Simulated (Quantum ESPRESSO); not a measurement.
# Energy of KTaO₃ along an even scaling of the cell

System: KTaO₃ (5 atoms in the cell).
Method: Kohn-Sham DFT of a periodic cell, PBEsol, GBRV 1.5 PBEsol, no spin polarisation (Quantum ESPRESSO 7.5).

The 7 runs differ only in the geometry, by an even scaling of the cell at fixed fractional positions. The structure derives from an entry of the Crystallography Open Database.

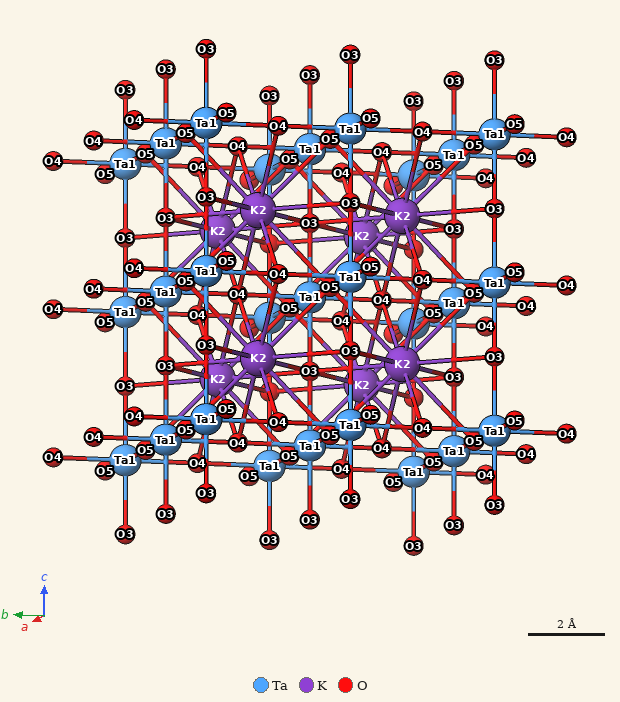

Figure 1. The structure of run 4 (ball-and-stick view of the cell of the calculation, repeated 2 × 2 × 2, seen at an oblique angle; bonded neighbours outside the cell are drawn too; atoms are numbered from 1 in the order of the input).

**Input of run 4**
```
&CONTROL
  calculation = 'scf'
  prefix = 'pwscf'
  outdir = './tmp'
  pseudo_dir = './pseudo'
  tstress = .true.
  disk_io = 'nowf'
/
&SYSTEM
  ibrav = 0
  nat = 5
  ntyp = 3
  ecutwfc = 56
  ecutrho = 448
  nbnd = 28
  occupations = 'smearing'
  smearing = 'fd'
  degauss = 0.00367493
/
&ELECTRONS
  conv_thr = 1d-09
  electron_maxstep = 120
  mixing_beta = 0.5
/
ATOMIC_SPECIES
Ta   180.9479 ta_pbesol_v1.uspp.F.UPF
K     39.0983 k_pbesol_v1.4.uspp.F.UPF
O     15.9990 o_pbesol_v1.2.uspp.F.UPF
CELL_PARAMETERS angstrom
   3.9883000000    0.0000000000    0.0000000000
   0.0000000000    3.9883000000    0.0000000000
   0.0000000000    0.0000000000    3.9883000000
ATOMIC_POSITIONS crystal
Ta     0.0000000000    0.0000000000    0.0000000000
K      0.5000000000    0.5000000000    0.5000000000
O      0.0000000000    0.0000000000    0.5000000000
O      0.0000000000    0.5000000000    0.0000000000
O      0.5000000000    0.0000000000    0.0000000000
K_POINTS automatic
7 7 7 0 0 0
```

Command:
```bash
OMP_NUM_THREADS=1 mpirun -n 2 pw.x -nk 2 -in pw.in > pw.out
```

Run 3 differs from it as follows:
```diff
-   3.9883000000    0.0000000000    0.0000000000
-   0.0000000000    3.9883000000    0.0000000000
-   0.0000000000    0.0000000000    3.9883000000
+   3.9615320794    0.0000000000    0.0000000000
+   0.0000000000    3.9615320794    0.0000000000
+   0.0000000000    0.0000000000    3.9615320794
```

**Results, with one run withheld**

| run | volume per atom (Å³) | free energy per atom, from the lowest run given (meV) | pressure (GPa) | gap on the mesh (eV) |
| --- | --- | --- | --- | --- |
| 1 | 11.927 | 32.94 | 14.39 | 2.32 |
| 2 | 12.180 | 14.17 | 9.02 | 2.28 |
| 3 | 12.434 | ? | ? | ? |
| 4 | 12.688 | 0.00 | −0.11 | 2.19 |
| 5 | 12.942 | 3.01 | −3.97 | 2.15 |
| 6 | 13.196 | 11.80 | −7.43 | 2.10 |
| 7 | 13.449 | 25.79 | −10.52 | 2.06 |

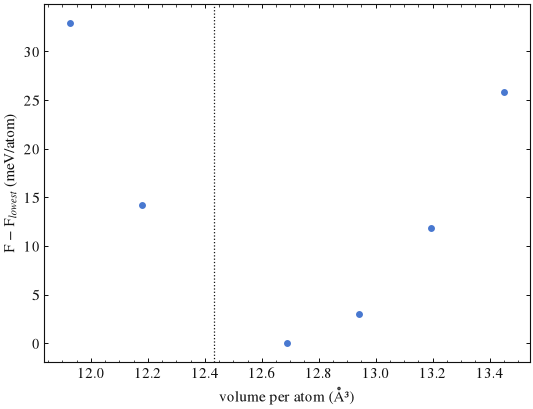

Figure 2. Free energy per atom of the runs given; the dotted line marks run 3.

What should run 3 give?

A cubic polynomial in V^(−2/3) (the Birch–Murnaghan form), fitted to the 6 runs given, misses them by at most 0.02 meV per atom. With x = V^(−2/3) − 0.18360 Å⁻², it reads F = 0.0027404 − 198.14 x + 5.3764e+05 x² + 8.1922e+05 x³ (meV per atom). At run 3 it gives 3.46 meV per atom, and the run itself gives 3.47. The slope of the fit gives a pressure −dF/dV of 4.39 GPa there, and the run prints 4.20 GPa. The two needn't agree exactly: the fit is approximate, and the printed stress is taken on a finite basis. The fit has its minimum at 12.692 Å³ per atom, where V d²F/dV² gives 204 GPa: the bulk modulus at this level, since symmetry fixes the shape and the positions. The gap on the mesh goes, without turning, from 2.32 eV in run 1 to 2.06 eV in run 7; run 3 has 2.23 eV. These are gaps of this functional on this mesh, which can miss the band edges; they aren't the measured gap.

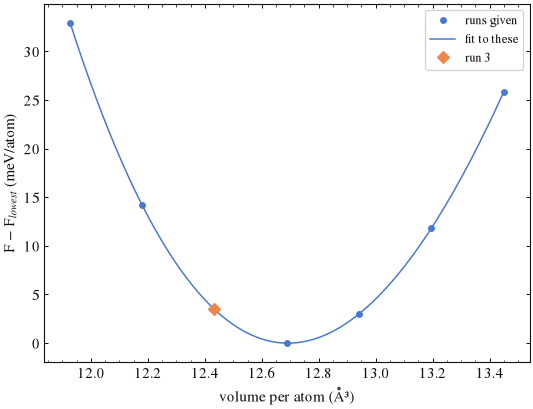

Figure 3. The fit and the withheld run.

**Some lines of the output (run 3)**
```
[...]
     total energy              =    -295.92434158 Ry
     total energy              =    -295.92441107 Ry
     total energy              =    -295.92456650 Ry
     total energy              =    -295.92457363 Ry
     total energy              =    -295.92457875 Ry
     total energy              =    -295.92457853 Ry
     total energy              =    -295.92457881 Ry
     total energy              =    -295.92457882 Ry
     total energy              =    -295.92457883 Ry
     the Fermi energy is    10.1278 ev
!    total energy              =    -295.92457883 Ry
     The total energy is F=E-TS. E is the sum of the following terms:
     Computing stress (Cartesian axis) and pressure
          total   stress  (Ry/bohr**3)                   (kbar)     P=       42.03
```

Notes on the run: negative rho. Spin–orbit coupling is left out, which matters for Ta.
